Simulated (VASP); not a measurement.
Al₂O₃: geometry relaxation (part 2 of 3)

The same run, continued: Al₂O₃ (R-3c, 10 atoms in the cell); Kohn-Sham DFT of a periodic cell, PBE, VASP PAW PBE potentials, recommended, no spin polarisation (VASP 6.6.1); cutoff 600 eV, 9×9×7 k-mesh, Gaussian smearing of 0.03 eV. The structure derives from an entry of the Crystallography Open Database.

Geometry of the input (Å; fractional positions):
```
2.3803  1.3742  4.3319
-2.3803  1.3742  4.3319
0.0000  -2.7485  4.3319
Al 0.3522  0.3522  0.3522
Al 0.1478  0.1478  0.1478
Al 0.6478  0.6478  0.6478
Al 0.8522  0.8522  0.8522
O  0.5567  0.9433  0.2500
O  0.2500  0.5567  0.9433
O  0.9433  0.2500  0.5567
O  0.4433  0.0567  0.7500
O  0.7500  0.4433  0.0567
O  0.0567  0.7500  0.4433
```

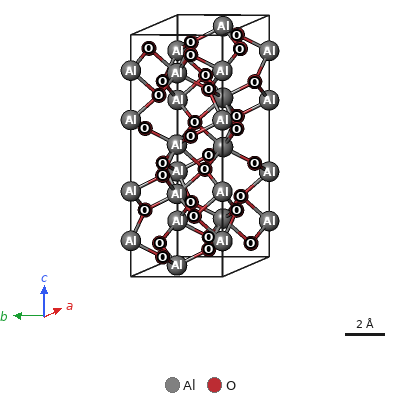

The structure as given in the input (ball-and-stick view of the cell 3 times as large as that of the calculation, set on its symmetry axes, seen at an oblique angle).

Parts of OUTCAR, continued
```
   k-points           NKPTS =    160   k-points in BZ     NKDIM =    160   number of bands    NBANDS=     30
   number of dos      NEDOS =    301   number of ions     NIONS =     10
   total plane-waves  NPLWV =  74088
   dimension x,y,z NGX =    42 NGY =   42 NGZ =   42
   dimension x,y,z NGXF=    84 NGYF=   84 NGZF=   84
   ions per type =               4   6
   NGX,Y,Z   is equivalent  to a cutoff of  13.61, 13.61, 13.61 a.u.
   NGXF,Y,Z  is equivalent  to a cutoff of  27.22, 27.22, 27.22 a.u.
 SYSTEM =  unknown system
   PREC   = accura    normal or accurate (medium, high low for compatibility)
   ISTART =      0    job   : 0-new  1-cont  2-samecut
   ICHARG =      2    charge: 1-file 2-atom 10-const
   ISPIN  =      1    spin polarized calculation?
   LNONCOLLINEAR =      F non collinear calculations
   LSORBIT =      F    spin-orbit coupling
   LASPH  =      T    aspherical Exc in radial PAW
   ENCUT  =  600.0 eV  44.10 Ry    6.64 a.u.  10.25 10.25 10.25*2*pi/ulx,y,z
   NELM   =     80;   NELMIN=  2; NELMDL= -5     # of ELM steps
   EDIFF  = 0.1E-05   stopping-criterion for ELM
   LREAL  =      F    real-space projection
   EDIFFG = -.1E-01   stopping-criterion for IOM
   NSW    =     90    number of steps for IOM
   IBRION =      2    ionic relax: 0-MD 1-quasi-New 2-CG
   NFREE  =      1    steps in history (QN), initial steepest desc. (CG)
   ISIF   =      3    stress and relaxation
   ISYM   =      2    0-nonsym 1-usesym 2-fastsym
   POTIM  = 0.5000    time-step for ionic-motion
   TEBEG  =    0.0;   TEEND  =   0.0 temperature during run
   PSTRESS=    0.0 pullay stress
   NELECT =      48.0000    total number of electrons
   NUPDOWN=      -1.0000    fix difference up-down
   EMIN   =  10.00;   EMAX   =-10.00  energy-range for DOS
   EFERMI =   0.00;   METHOD = LEGACY
   ISMEAR =     0;   SIGMA  =   0.03  broadening in eV -4-tet -1-fermi 0-gaus
   EFERMI_NEDOS =   21; number of points for ismear=-14 and -15
   IALGO  =     38    algorithm
   IMIX   =      4    mixing-type and parameters
     AMIX     =   0.40;   BMIX     =  1.00
     AMIX_MAG =   1.60;   BMIX_MAG =  1.00
  volume/ion in A,a.u.               =       8.50        57.37
  Fermi-wavevector in a.u.,A,eV,Ry     =   1.353064  2.556920 24.909299  1.830782
  Thomas-Fermi vector in A             =   2.480350
   LORBIT       =      0    0 simple, 1 ext, 2 COOP (PROOUT), +10 PAW based schemes
   GGA     = PE    functional components
   LHFCALC =     F    Hartree Fock is set to
   AEXX    =    0.0000 exact exchange contribution
   IVDW    =     0    specifies the selected vdW correction
   LEPSILON=     F    determine dielectric tensor
   LRPA    =     F    only Hartree local field effects (RPA)
 conjugate gradient relaxation of ions
 non-spin polarized calculation
 Gauss-broadening in eV      SIGMA  =   0.03
  energy-cutoff  :      600.00
  volume of cell :       85.02
 maximum number of plane-waves:      2861
 NGX is ok and might be reduce to    42
   NGX = 21   NGY = 21   NGZ = 21

--------------------------------------- Ionic step        1  -------------------------------------------

 number of electron      48.0000003 magnetization

 Free energy of the ion-electron system (eV)
  ---------------------------------------------------
  ext. energy  EPLUGINS =         0.00000000
  ---------------------------------------------------
  free energy    TOTEN  =       -74.77327074 eV

  energy without entropy =      -74.77327074  energy(sigma->0) =      -74.77327074

------------------------ aborting loop because EDIFF is reached ----------------------------------------

  FORCE on cell =-STRESS in cart. coord.  units (eV):
  Direction    XX          YY          ZZ          XY          YZ          ZX
  --------------------------------------------------------------------------------------
  -------------------------------------------------------------------------------------
  Total        3.7485674      3.7485674      3.4128940     -0.0000000     -0.0000000     -0.0000000
  in kB       70.6423364     70.6423364     64.3165196     -0.0000000     -0.0000000     -0.0000000
  external PRESSURE =      68.5337308 kB  Pullay stress =       0.0000000 kB

 VOLUME and BASIS-vectors are now :
 -----------------------------------------------------------------------------
  energy-cutoff  :      600.00
  volume of cell :       85.02
      direct lattice vectors                 reciprocal lattice vectors
     2.380250000  1.374237978  4.331866667     0.210061968  0.121279334  0.076949121
    -2.380250000  1.374237978  4.331866667    -0.210061968  0.121279334  0.076949121
     0.000000000 -2.748475957  4.331866667     0.000000000 -0.242558668  0.076949121

 POSITION                                       TOTAL-FORCE (eV/Angst)
 -----------------------------------------------------------------------------------
      0.00000     -0.00000      4.57653         0.000000      0.000000     -0.027581
      0.00000     -0.00000      1.92127         0.000000     -0.000000      0.027581
      0.00000     -0.00000      8.41907         0.000000     -0.000000      0.027581
      0.00000     -0.00000     11.07433         0.000000      0.000000     -0.027581
     -0.92030      1.37424      7.58077        -0.027536      0.000000     -0.000000
     -0.72998     -1.48412      7.58077         0.013768     -0.023847     -0.000000
      1.65027      0.10988      7.58077         0.013768      0.023847     -0.000000
      0.92030     -1.37424      5.41483         0.027536      0.000000     -0.000000
      0.72998      1.48412      5.41483        -0.013768      0.023847     -0.000000
     -1.65027     -0.10988      5.41483        -0.013768     -0.023847     -0.000000
 -----------------------------------------------------------------------------------
    total drift:                               -0.000000      0.000000     -0.000000

  FREE ENERGIE OF THE ION-ELECTRON SYSTEM (eV)
  ---------------------------------------------------
  free  energy   TOTEN  =       -74.7732707416 eV

  energy  without entropy=      -74.7732707416  energy(sigma->0) =      -74.77327074

--------------------------------------- Ionic step        2  -------------------------------------------

 number of electron      47.9999998 magnetization

------------------------ aborting loop because EDIFF is reached ----------------------------------------

  FORCE on cell =-STRESS in cart. coord.  units (eV):
  Direction    XX          YY          ZZ          XY          YZ          ZX
  --------------------------------------------------------------------------------------
  -------------------------------------------------------------------------------------
  Total       -3.1512286     -3.1512286     -2.6215404      0.0000000      0.0000000     -0.0000000
  in kB      -56.3663670    -56.3663670    -46.8917766      0.0000000      0.0000000     -0.0000000
  external PRESSURE =     -53.2081702 kB  Pullay stress =       0.0000000 kB

 VOLUME and BASIS-vectors are now :
 -----------------------------------------------------------------------------
  energy-cutoff  :      600.00
  volume of cell :       89.57
      direct lattice vectors                 reciprocal lattice vectors
     2.423294641  1.399089813  4.403189581     0.206330667  0.119125066  0.075702699
    -2.423294641  1.399089813  4.403189581    -0.206330667  0.119125066  0.075702699
     0.000000000 -2.798179627  4.403189581     0.000000000 -0.238250132  0.075702699

 POSITION                                       TOTAL-FORCE (eV/Angst)
 -----------------------------------------------------------------------------------
      0.00000     -0.00000      4.65053         0.000000     -0.000000      0.036435
      0.00000     -0.00000      1.95426         0.000000      0.000000     -0.036435
      0.00000     -0.00000      8.55904         0.000000      0.000000     -0.036435
      0.00000     -0.00000     11.25531         0.000000     -0.000000      0.036435
     -0.93830      1.39909      7.70558        -0.047605      0.000000     -0.000000
     -0.74250     -1.51213      7.70558         0.023803     -0.041227      0.000000
      1.68079      0.11304      7.70558         0.023803      0.041227     -0.000000
      0.93830     -1.39909      5.50399         0.047605      0.000000     -0.000000
      0.74250      1.51213      5.50399        -0.023803      0.041227     -0.000000
     -1.68079     -0.11304      5.50399        -0.023803     -0.041227      0.000000
 -----------------------------------------------------------------------------------
    total drift:                                0.000000     -0.000000      0.000000

  FREE ENERGIE OF THE ION-ELECTRON SYSTEM (eV)
  ---------------------------------------------------
  free  energy   TOTEN  =       -74.7873676327 eV

  energy  without entropy=      -74.7873676327  energy(sigma->0) =      -74.78736763

--------------------------------------- Ionic step        3  -------------------------------------------

 number of electron      48.0000001 magnetization

------------------------ aborting loop because EDIFF is reached ----------------------------------------

  FORCE on cell =-STRESS in cart. coord.  units (eV):
  Direction    XX          YY          ZZ          XY          YZ          ZX
  --------------------------------------------------------------------------------------
  -------------------------------------------------------------------------------------
  Total       -0.0576030     -0.0576030      0.0863116      0.0000000     -0.0000000      0.0000000
  in kB       -1.0555099     -1.0555099      1.5815636      0.0000000     -0.0000000      0.0000000
  external PRESSURE =      -0.1764854 kB  Pullay stress =       0.0000000 kB

 VOLUME and BASIS-vectors are now :
 -----------------------------------------------------------------------------
  energy-cutoff  :      600.00
  volume of cell :       87.44
      direct lattice vectors                 reciprocal lattice vectors
     2.403298258  1.387544896  4.370056528     0.208047419  0.120116233  0.076276664
    -2.403298258  1.387544896  4.370056528    -0.208047419  0.120116233  0.076276664
     0.000000000 -2.775089792  4.370056528     0.000000000 -0.240232467  0.076276664

 POSITION                                       TOTAL-FORCE (eV/Angst)
 -----------------------------------------------------------------------------------
      0.00000     -0.00000      4.61615         0.000000     -0.000000      0.010104
      0.00000     -0.00000      1.93894        -0.000000      0.000000     -0.010104
      0.00000     -0.00000      8.49402        -0.000000      0.000000     -0.010104
      0.00000     -0.00000     11.17123         0.000000     -0.000000      0.010104
     -0.92994      1.38754      7.64760        -0.037206     -0.000000     -0.000000
     -0.73668     -1.49912      7.64760         0.018603     -0.032221      0.000000
      1.66662      0.11158      7.64760         0.018603      0.032221     -0.000000
      0.92994     -1.38754      5.46257         0.037206      0.000000     -0.000000
      0.73668      1.49912      5.46257        -0.018603      0.032221     -0.000000
     -1.66662     -0.11158      5.46257        -0.018603     -0.032221      0.000000
 -----------------------------------------------------------------------------------
    total drift:                                0.000000     -0.000000      0.000000

  FREE ENERGIE OF THE ION-ELECTRON SYSTEM (eV)
  ---------------------------------------------------
  free  energy   TOTEN  =       -74.8237824707 eV

  energy  without entropy=      -74.8237824707  energy(sigma->0) =      -74.82378247

--------------------------------------- Ionic step        4  -------------------------------------------

 number of electron      48.0000001 magnetization

------------------------ aborting loop because EDIFF is reached ----------------------------------------

  FORCE on cell =-STRESS in cart. coord.  units (eV):
  Direction    XX          YY          ZZ          XY          YZ          ZX
  --------------------------------------------------------------------------------------
  -------------------------------------------------------------------------------------
  Total        0.0163359      0.0163359      0.1525612      0.0000000     -0.0000000      0.0000000
  in kB        0.2995043      0.2995043      2.7970746      0.0000000     -0.0000000      0.0000000
  external PRESSURE =       1.1320277 kB  Pullay stress =       0.0000000 kB

 VOLUME and BASIS-vectors are now :
 -----------------------------------------------------------------------------
  energy-cutoff  :      600.00
  volume of cell :       87.39
      direct lattice vectors                 reciprocal lattice vectors
     2.402837292  1.387278757  4.369292731     0.208087331  0.120139277  0.076289998
    -2.402837292  1.387278757  4.369292731    -0.208087331  0.120139277  0.076289998
     0.000000000 -2.774557515  4.369292731     0.000000000 -0.240278554  0.076289998

 POSITION                                       TOTAL-FORCE (eV/Angst)
 -----------------------------------------------------------------------------------
      0.00000     -0.00000      4.61536        -0.000000     -0.000000      0.009446
      0.00000     -0.00000      1.93858        -0.000000      0.000000     -0.009446
      0.00000     -0.00000      8.49252        -0.000000      0.000000     -0.009446
      0.00000     -0.00000     11.16930        -0.000000     -0.000000      0.009446
     -0.92975      1.38728      7.64626        -0.036963      0.000000      0.000000
     -0.73654     -1.49882      7.64626         0.018482     -0.032011      0.000000
      1.66629      0.11155      7.64626         0.018482      0.032011     -0.000000
      0.92975     -1.38728      5.46162         0.036963     -0.000000     -0.000000
      0.73654      1.49882      5.46162        -0.018482      0.032011     -0.000000
     -1.66629     -0.11155      5.46162        -0.018482     -0.032011      0.000000
 -----------------------------------------------------------------------------------
    total drift:                               -0.000000      0.000000     -0.000000

  FREE ENERGIE OF THE ION-ELECTRON SYSTEM (eV)
  ---------------------------------------------------
  free  energy   TOTEN  =       -74.8237680982 eV

  energy  without entropy=      -74.8237680982  energy(sigma->0) =      -74.82376810
```
